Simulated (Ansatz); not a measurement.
**Single-point calculation, with input and output: GaSe**

GaSe (P6₃/mmc, 8 atoms in the cell), computed with DFT PBE+D3(BJ), scalar-relativistic, plane waves, PAW, no spin polarisation (Ansatz 0.2.0).

The structure was built on a prototype by a generator; it need not be a known phase.

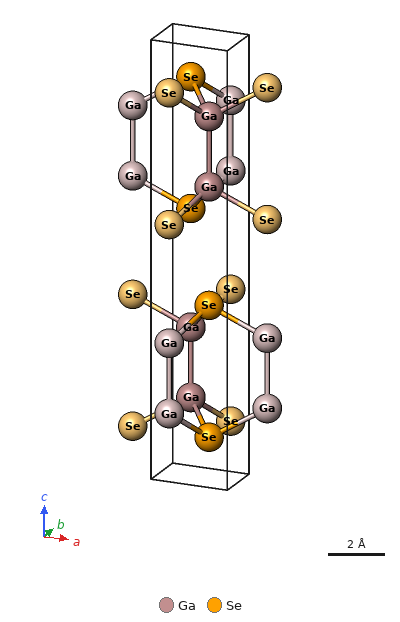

Figure 1. The structure as given in the input (ball-and-stick view of the cell of the calculation, seen slightly off an axis; neighbours outside the cell are drawn fainter). Near neighbours in the crystal (not all of them lie inside the picture): Ga has 1 Ga at 2.57 Å and 3 Se at 2.43 Å; Se has 3 Ga at 2.43 Å.

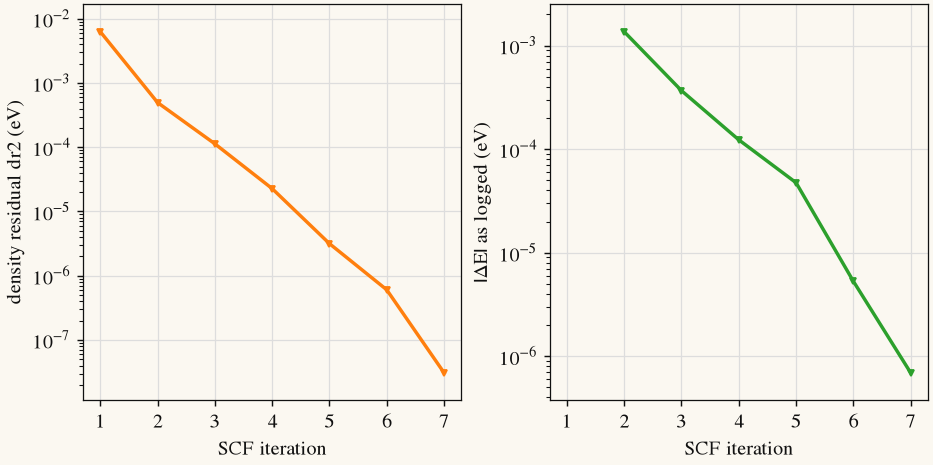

Figure 2. Convergence of the self-consistent field: density residual dr2 and size of the energy change against the SCF iteration. The residual falls at every step.

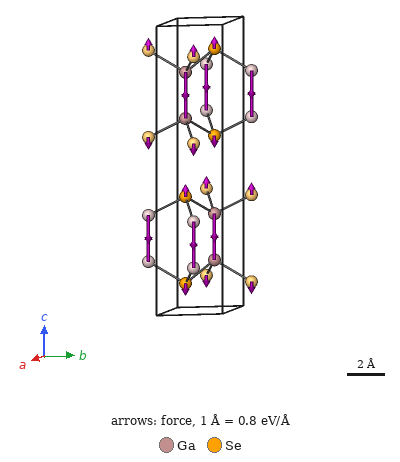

Figure 3. Forces on the atoms as pink arrows (ball-and-stick view of the cell of the calculation, seen slightly off an axis; neighbours outside the cell are drawn fainter). The largest act on all 4 Ga atoms (1.30 eV/Å); all 4 Se atoms (0.56 eV/Å). Atoms are counted from 1 in the order of the input and aren't labelled in the picture. The geometry is not a stationary point of this energy.

These pictures come from the run below.

### Input
```yaml
crystal:
  lattice:
    - [3.72186203, 0.0, 0.0]
    - [-1.86093102, 3.22322707, 0.0]
    - [0.0, 0.0, 16.09173265]
  atoms:
    - { symbol: Ga, position: [0.33333333, 0.66666667, 0.17] }
    - { symbol: Ga, position: [0.66666667, 0.33333333, 0.67] }
    - { symbol: Ga, position: [0.33333333, 0.66666667, 0.33] }
    - { symbol: Ga, position: [0.66666667, 0.33333333, 0.83] }
    - { symbol: Se, position: [0.33333333, 0.66666667, 0.6] }
    - { symbol: Se, position: [0.66666667, 0.33333333, 0.1] }
    - { symbol: Se, position: [0.33333333, 0.66666667, 0.9] }
    - { symbol: Se, position: [0.66666667, 0.33333333, 0.4] }
basis:
  ecutwfc: 420
kpoints:
  mp_grid: { grid: [6, 6, 1] }
hamiltonian:
  xc: pbe
  dispersion: d3bj
scf:
  occupations: { method: gaussian, width: 0.1 }
output:
  forces: true
  stress: true
  eigenvalues: true
```

Launched with:
```bash
ansatz run input.yaml --threads 4 --pin off --max-ram 10240MiB --backend cpu --events-out ev --progress --plain --runs-dir out
```

### Log
```
Engine: ansatz 0.2.0, aarch64-unknown-linux-gnu
Pseudopotentials: kind: paw
Pseudopotential: Ga, paw, valence charge 13, recommended cutoff 420 eV (normal), Ga.paw.azcp
Pseudopotential: Se, paw, valence charge 16, recommended cutoff 420 eV (normal), Se.paw.azcp
Functional definition: PBE
  parameter kappa = 0.804
  parameter beta = 0.06672455060314922
  exchange = pbe_x(kappa = kappa, mu = beta*pi^2/3)
  correlation = pbe_c(beta = beta)
Crystal: 8 atoms, lattice volume = 193.043 Å³
Basis set: ecut = 420 eV, 3797 PW (Γ), exchange–correlation on 50×50×216 points (8 copies of the dense FFT grid, shifted against one another)
Bands: 70, of which v1, the nominal top of the filled ones, is band 58 counted from 1 (57 counted from 0)
Symmetry: 24 space group operations
Space group: P63/mmc (ITA 194), of the structure as read, at distance tolerance 5.8e-5 Å
k-points: 7 of 36
Non-local potential: Ga, projectors of the file, l = 0: 2, l = 1: 2, l = 2: 3, l = 3: 1
Non-local potential: Se, projectors of the file, l = 0: 2, l = 1: 2, l = 2: 3, l = 3: 1
PAW form: soft (Blöchl's): semilocal exchange-correlation on the pseudo side does not see the compensation charge
PAW one-centre angular grid: Ga, 590 points (default); XC on 64 Gauss nodes
PAW one-centre angular grid: Se, 590 points (default); XC on 64 Gauss nodes
Initial density: superposition of atomic densities (neutral atoms: chi_scale 0, normalization atom), corrected by the library's trained network
Initial wavefunctions: pseudopotential atomic-orbital guess
Functional: x = pbe(κ = 0.804, μ = 0.2195149727645171), c = pbe(β = 0.06672455060314922)
SCF iter   1: F=—  HF=-37015.092851 eV  |F-HF|=—  |Δ(HF+E_count)|=         —  Δρ=1.24e-3  dr2=6.28e-3  ethr=1.77e-3  ⟨swp⟩=5.6  Hψ=1796  notcnv=0
preconditioner: auto → Resta (q_TF=auto, 2.506 Å⁻¹)  ε∞=3.5  [insulator: Δε(μ)=0.866 eV  Ē_g=14.721 eV  σ=0.100 eV  W_gap=1.00  n_scr=66 (ndim 8)  ℏωp=23.3 eV  f_vac=0.096  D(μ)=0.00/eV (n_scr^D=0)  ε∞_Penn≈3.5]
SCF iter   2: F=—  HF=-37015.091488 eV  |F-HF|=—  |Δ(HF+E_count)|=   1.36e-3  Δρ=6.14e-4  dr2=4.96e-4  ethr=5.41e-6  ⟨swp⟩=2.1  Hψ=945  notcnv=0  defer=1
SCF iter   3: F=—  HF=-37015.091855 eV  |F-HF|=—  |Δ(HF+E_count)|=   3.67e-4  Δρ=3.01e-4  dr2=1.13e-4  ethr=4.27e-7  ⟨swp⟩=2.0  Hψ=830  notcnv=0  defer=1
automatic band count: iteration 3 solves 68 bands in place of 70: the levels show a gap, and the empty bands left out lie too high to hold charge; the band table lists the bands solved (type scf.n_extra_bands for more)
SCF iter   4: F=—  HF=-37015.091978 eV  |F-HF|=—  |Δ(HF+E_count)|=   1.23e-4  Δρ=1.08e-4  dr2=2.27e-5  ethr=9.78e-8  ⟨swp⟩=2.0  Hψ=711  notcnv=0  defer=1
SCF iter   5: F=—  HF=-37015.092026 eV  |F-HF|=—  |Δ(HF+E_count)|=   4.74e-5  Δρ=3.09e-5  dr2=3.16e-6  ethr=1.96e-8  ⟨swp⟩=2.0  Hψ=711  notcnv=0  defer=1
SCF iter   6: F=—  HF=-37015.092031 eV  |F-HF|=—  |Δ(HF+E_count)|=   5.30e-6  Δρ=1.43e-5  dr2=6.04e-7  ethr=2.73e-9  ⟨swp⟩=2.0  Hψ=851  notcnv=0  defer=1
SCF iter   7: F=-37015.092032 eV  HF=-37015.092032 eV  |F-HF|=7.91e-8  |Δ(HF+E_count)|=   6.93e-7  Δρ=4.26e-6  dr2=3.09e-8  ethr=8.62e-11  ⟨swp⟩=6.6  Hψ=2242  notcnv=0
SCF 1 converged in 7 iterations: F = -37015.092032 eV  dr2 = 3.09e-8
  greatest PAW one-centre occupation: 1.000 electrons in one spin orbital (limit 2), on the Se atom at site 6 (counted from 0), in its partial waves of l = 2
SCF converged after 7 iterations
Free energy (F): -37015.092032 eV
Harris-Foulkes:  -37015.092032 eV  (|F-HF|=7.91e-8)
Internal energy: -37015.092032 eV  (E = F + TS)
E sigma→0 (E₀):  -37015.092032 eV
Fermi energy:    8.120763 eV
--- Per-component energies (eV) ---
  E_band       = -1843.368144
  E_kinetic    = 939.591575
  E_local      = -18778.796250  (includes V_loc(G=0)·N_el)
  E_nonlocal   = -684.398831
  E_hartree    = 9036.882443
  E_xc         = -694.243891
  E_vxc        = -625.906658  (∫ρ·V_xc dr)
  E_paw        = -15599.801204  (= ΣΔE_a)
  E_vpaw       = -767.610479  (= ΣTr[D̂ρ^β])
  E_aug_tail   = -0.002729  (compensation charges beyond the density's cutoff)
  E_ewald      = -11231.961403
  E_disp       = -2.361740  (pairwise vdW)
  E_smearing   = -0.000000  (= −TS)
  E_closure    = 0.000000  (closes the sum)
  Σ components = -37015.092032   (vs F -37015.092032, Δ=0.00e0)
--- Forces (eV/Å), atoms counted from 1 ---
  atom   1  Ga     0.00000000     0.00000000     1.29732100
  atom   2  Ga    -0.00000000     0.00000000     1.29732100
  atom   3  Ga     0.00000000    -0.00000000    -1.29732100
  atom   4  Ga    -0.00000000    -0.00000000    -1.29732100
  atom   5  Se    -0.00000000    -0.00000000    -0.56408398
  atom   6  Se     0.00000000    -0.00000000    -0.56408398
  atom   7  Se    -0.00000000     0.00000000     0.56408398
  atom   8  Se     0.00000000     0.00000000     0.56408398
  max |Σ_I F_I| component: 1.39e-17 eV/Å
--- Stress (GPa, compression-positive) ---
        3.493348      -0.000000       0.000000
       -0.000000       3.493348      -0.000000
        0.000000      -0.000000      -0.791179
  P = ⅓ Tr σ = 2.0652 GPa (20.652 kbar)
--- Band table (eV; the first three rows and the last of 7) ---
  k-point 0: bands = ["-40.2221", "-40.2221", "-40.2221", "-40.2221", "-40.2221", "-40.2221", "-40.2221", "-40.2221", "-40.1758", "-40.1758", "-40.1758", "-40.1758", "-40.1757", "-40.1757", "-40.1757", "-40.1757", "-40.1593", "-40.1593", "-40.1592", "-40.1592", "-7.5417", "-7.5357", "-7.4574", "-7.4574", "-7.4573", "-7.4573", "-7.4235", "-7.4235", "-7.4235", "-7.4235", "-7.3787", "-7.3787", "-7.3787", "-7.3787", "-7.3612", "-7.3385", "-7.2709", "-7.2709", "-7.2708", "-7.2708", "-6.8920", "-6.6958", "-6.6724", "-6.4739", "0.6463", "1.1069", "2.6734", "3.7968", "6.0529", "6.0588", "6.0588", "6.1576", "6.1576", "6.1831", "6.1831", "6.2871", "6.2871", "7.6875", "8.5547", "9.4892", "9.7354", "9.8821", "11.7156", "11.7156", "11.8197", "11.8197", "12.7840", "12.7840"]
  k-point 1: bands = ["-40.2221", "-40.2221", "-40.2221", "-40.2221", "-40.2219", "-40.2219", "-40.2219", "-40.2219", "-40.1759", "-40.1759", "-40.1758", "-40.1758", "-40.1757", "-40.1757", "-40.1757", "-40.1757", "-40.1592", "-40.1592", "-40.1591", "-40.1591", "-7.6079", "-7.5944", "-7.5497", "-7.5334", "-7.4719", "-7.4705", "-7.4488", "-7.4486", "-7.4110", "-7.4109", "-7.3871", "-7.3867", "-7.3760", "-7.3760", "-7.3165", "-7.3131", "-7.2728", "-7.2727", "-7.2312", "-7.2312", "-6.5454", "-6.3733", "-6.3668", "-6.1821", "0.8395", "1.1612", "2.8082", "3.2559", "4.3127", "4.4713", "4.5961", "5.2451", "5.6071", "5.7417", "5.7621", "5.9081", "6.4864", "7.4178", "9.8400", "10.1501", "10.1815", "10.4490", "11.6673", "11.9071", "12.0644", "12.2518", "12.2669", "12.5124"]
  k-point 2: bands = ["-40.2221", "-40.2221", "-40.2221", "-40.2221", "-40.2215", "-40.2215", "-40.2214", "-40.2214", "-40.1760", "-40.1760", "-40.1759", "-40.1759", "-40.1759", "-40.1759", "-40.1757", "-40.1757", "-40.1590", "-40.1590", "-40.1589", "-40.1589", "-7.6968", "-7.6863", "-7.6482", "-7.6368", "-7.4661", "-7.4652", "-7.4372", "-7.4370", "-7.3980", "-7.3977", "-7.3858", "-7.3857", "-7.3645", "-7.3645", "-7.3193", "-7.3183", "-7.2765", "-7.2763", "-7.1862", "-7.1861", "-5.7985", "-5.6768", "-5.6518", "-5.5212", "0.6011", "0.7096", "1.5052", "1.7127", "3.0281", "3.7095", "4.0052", "4.9186", "5.0933", "5.0958", "5.1775", "5.2890", "6.3078", "6.4325", "9.0715", "9.2526", "9.6754", "9.7033", "11.2147", "11.6452", "11.9490", "12.0069", "12.4122", "12.7256"]
  k-point 6: bands = ["-40.2216", "-40.2216", "-40.2216", "-40.2216", "-40.2216", "-40.2216", "-40.2215", "-40.2215", "-40.1760", "-40.1760", "-40.1759", "-40.1759", "-40.1759", "-40.1759", "-40.1758", "-40.1758", "-40.1588", "-40.1588", "-40.1588", "-40.1588", "-7.7255", "-7.7255", "-7.6824", "-7.6824", "-7.4585", "-7.4585", "-7.4479", "-7.4475", "-7.3839", "-7.3839", "-7.3794", "-7.3794", "-7.3759", "-7.3758", "-7.3004", "-7.2999", "-7.2974", "-7.2974", "-7.1677", "-7.1677", "-5.0290", "-5.0290", "-4.9582", "-4.9582", "0.1526", "0.1526", "0.8996", "0.8996", "2.5878", "2.8011", "2.8895", "3.1481", "4.5029", "4.5029", "5.1767", "5.1767", "5.5446", "5.5446", "9.1965", "9.8240", "10.1422", "10.1422", "11.5121", "11.6460", "11.6460", "13.0061", "13.8797", "13.8797"]
```

### Results in brief

| quantity | value |
| --- | --- |
| outcome | converged |
| space group (tolerance 0.01 Å) | P6₃/mmc (194) |
| electrons treated | 116 |
| free energy | −37015.0920 eV |
| Fermi energy | 8.121 eV |
| gap on the k-point mesh | 0.87 eV |
| pressure | 2.07 GPa |
| largest force (length of the vector) | 1.297 eV/Å |
| hardware | 4 threads of Arm Neoverse V2, 24 GiB of memory available, shared host |
| wall time | 1.2 s (CPU time 4.4 s) |
| peak memory | 0.62 GiB |
